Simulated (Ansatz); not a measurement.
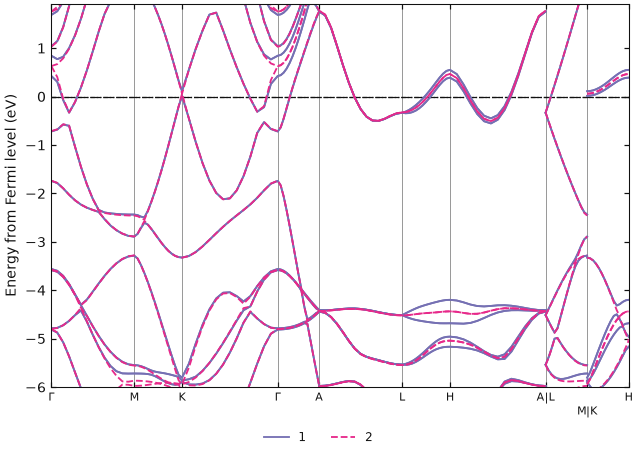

Band structures of NiAs-type HfN, space group P6_3/mmc, 4 atoms in the cell (a = 3.134 Å, c = 5.417 Å (hexagonal axes)), by two methods on the same cell. Each is counted from its own Fermi level.

> Which curve is which? The methods: PBEsol, PBEsol+SOC.

1 is PBEsol+SOC; 2 is PBEsol. PBEsol+SOC gives a metal and PBEsol gives a metal. Spin-orbit coupling splits levels that are degenerate without it.

Settings. PBEsol+SOC: Ansatz PAW, spin-orbit coupling, no magnetisation, 10×10×5 k mesh, 420 eV cutoff, Fermi-Dirac smearing of 0.05 eV (Ansatz 0.2.0). PBEsol: Ansatz PAW, no spin polarisation, no spin-orbit coupling, 10×10×5 k mesh, 420 eV cutoff, Fermi-Dirac smearing of 0.05 eV (Ansatz).

Bands are joined in order of energy. The PAW data sets were made with another functional. The usual form of HfN is rocksalt.
